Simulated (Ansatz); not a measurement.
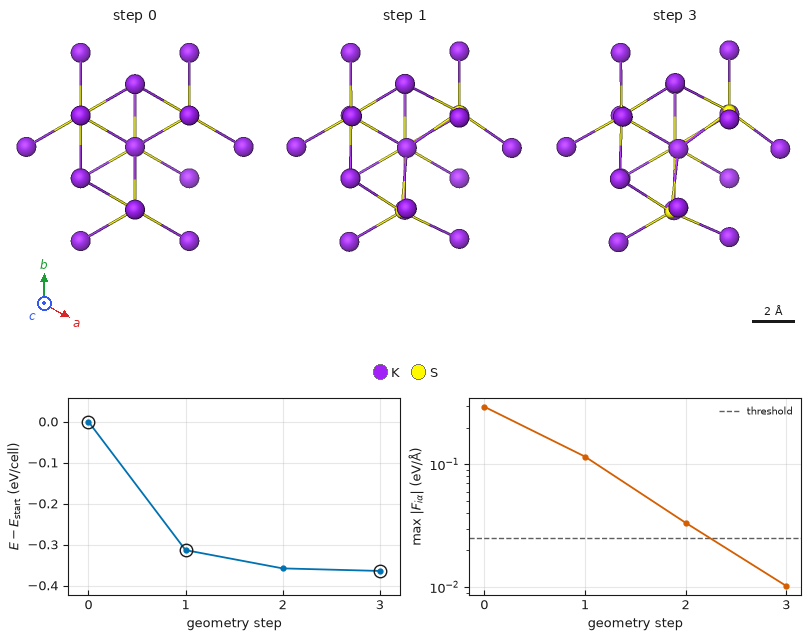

Frames of a relaxation of a defect cell of composition K31S16, marked on the history of the run. Style: ball-and-stick. Shown: the atoms within 5.8 Å of the atom that moves most (axes of the cell of the calculation (origin shifted)), along the c axis.

Case: K vacancy (site c), charge +0, atoms relaxed at the host's cell.

Method: DFT PBE, scalar-relativistic, plane waves, PAW (Ansatz 0.2.0).

Input
```yaml
crystal:
  lattice:
    - [7.4620771295, 7.4620771295, 7.4620771295]
    - [-7.4620771295, 7.4620771295, -7.4620771295]
    - [-7.4620771295, -7.4620771295, 7.4620771295]
  atoms:
    - { symbol: K, position: [0.75, 0.75, 0.25] }
    - { symbol: K, position: [0.0, 0.75, 0.0] }
    - { symbol: K, position: [0.75, 0.5, 0.5] }
    - { symbol: K, position: [0.0, 0.5, 0.25] }
    - { symbol: K, position: [0.25, 0.5, 0.0] }
    - { symbol: K, position: [0.75, 0.25, 0.75] }
    - { symbol: K, position: [0.0, 0.25, 0.5] }
    - { symbol: K, position: [0.25, 0.25, 0.25] }
    - { symbol: K, position: [0.5, 0.25, 0.0] }
    - { symbol: K, position: [0.0, 0.0, 0.75] }
    - { symbol: K, position: [0.25, 0.0, 0.5] }
    - { symbol: K, position: [0.5, 0.0, 0.25] }
    - { symbol: K, position: [0.25, 0.75, 0.75] }
    - { symbol: K, position: [0.5, 0.75, 0.5] }
    - { symbol: K, position: [0.5, 0.5, 0.75] }
    - { symbol: K, position: [0.25, 0.0, 0.0] }
    - { symbol: K, position: [0.25, 0.75, 0.25] }
    - { symbol: K, position: [0.5, 0.75, 0.0], spin: 0.1 }
    - { symbol: K, position: [0.25, 0.5, 0.5] }
    - { symbol: K, position: [0.5, 0.5, 0.25] }
    - { symbol: K, position: [0.75, 0.5, 0.0] }
    - { symbol: K, position: [0.25, 0.25, 0.75] }
    - { symbol: K, position: [0.5, 0.25, 0.5] }
    - { symbol: K, position: [0.75, 0.25, 0.25], spin: 0.1 }
    - { symbol: K, position: [0.0, 0.25, 0.0], spin: 0.1 }
    - { symbol: K, position: [0.5, 0.0, 0.75], spin: 0.1 }
    - { symbol: K, position: [0.75, 0.0, 0.5] }
    - { symbol: K, position: [0.0, 0.0, 0.25], spin: 0.1 }
    - { symbol: K, position: [0.75, 0.75, 0.75], spin: 0.1 }
    - { symbol: K, position: [0.0, 0.75, 0.5] }
    - { symbol: K, position: [0.0, 0.5, 0.75] }
    - { symbol: S, position: [0.5, 0.75, 0.75], spin: 0.1 }
    - { symbol: S, position: [0.5, 0.5, 0.0] }
    - { symbol: S, position: [0.75, 0.5, 0.75] }
    - { symbol: S, position: [0.5, 0.25, 0.25] }
    - { symbol: S, position: [0.75, 0.25, 0.0], spin: 0.1 }
    - { symbol: S, position: [0.0, 0.25, 0.75] }
    - { symbol: S, position: [0.5, 0.0, 0.5] }
    - { symbol: S, position: [0.75, 0.0, 0.25], spin: 0.1 }
    - { symbol: S, position: [0.0, 0.0, 0.0], spin: 0.1 }
    - { symbol: S, position: [0.25, 0.0, 0.75] }
    - { symbol: S, position: [0.75, 0.75, 0.5] }
    - { symbol: S, position: [0.0, 0.75, 0.25] }
    - { symbol: S, position: [0.25, 0.75, 0.0] }
    - { symbol: S, position: [0.0, 0.5, 0.5] }
    - { symbol: S, position: [0.25, 0.5, 0.25] }
    - { symbol: S, position: [0.25, 0.25, 0.5] }
  host:
    lattice:
      - [0.0, 3.7310385647, 3.7310385647]
      - [3.7310385647, 0.0, 3.7310385647]
      - [3.7310385647, 3.7310385647, 0.0]
    atoms:
      - { symbol: K, position: [0.75, 0.75, 0.75] }
      - { symbol: K, position: [0.25, 0.25, 0.25] }
      - { symbol: S, position: [0.0, 0.0, 0.0] }
basis:
  ecutwfc: 420
  xc_grid: 2
kpoints:
  mp_grid: { grid: [2, 2, 2], shift: [0.5, 0.5, 0.5] }
hamiltonian:
  xc: pbe
scf:
  occupations: { method: gaussian, width: 0.01 }
output:
  forces: true
  stress: false
  eigenvalues: true
  populations: true
  charged_corrections:
    defect_position: [0.75, 0.0, 0.0]
    epsilon: [[6.3831, 0.0, 0.0], [0.0, 6.3831, 0.0], [0.0, 0.0, 6.3831]]
  write_density: true
  write_potential: true
  elf: true
  volumetric_format: npy
magnetization:
  spin_polarized: true
relax:
  adjacent_minimum: "off"
  f_tol: 0.025
  max_steps: 45
```

Launched with:
```bash
ansatz run input.yaml --threads 4 --pin off --max-ram 6144MiB --backend cpu --events-out ev --progress --plain --runs-dir out
```

What happens along the run?

The largest moves, 0.23 Å, are those of K18, K24, K25, K26, K28 and K29. K26 goes along [1 0 1]. By element the largest moves are K 0.23 Å, S 0.23 Å. The cell doesn't change. Near-neighbour distances that change, for instance: K19–S32 3.231 → 3.133 Å, K26–S38 3.231 → 3.317 Å, K13–S32 3.231 → 3.167 Å, K18–S32 3.231 → 3.198 Å. Bond angles that change, for instance: S32–K26–S36 109.5° → 123.9°, S38–K26–S41 109.5° → 102.9°, S32–K26–S38 109.5° → 107.0°. Over 3 geometry steps the energy falls by 0.364 eV per cell of the calculation. The largest force component goes from 0.3 to 0.01 eV/Å. From step 0 to 1: S atoms move most (0.19 Å), energy −0.314 eV per cell of the calculation. From step 1 to 3: K atoms move most (0.10 Å), energy −50.8 meV per cell of the calculation.

```tsv
step	E − E(0), meV/atom	largest force component, eV/Å
0	0.00	0.2955
1	-6.67	0.1160
2	-7.62	0.0335
3	-7.75	0.0102
```
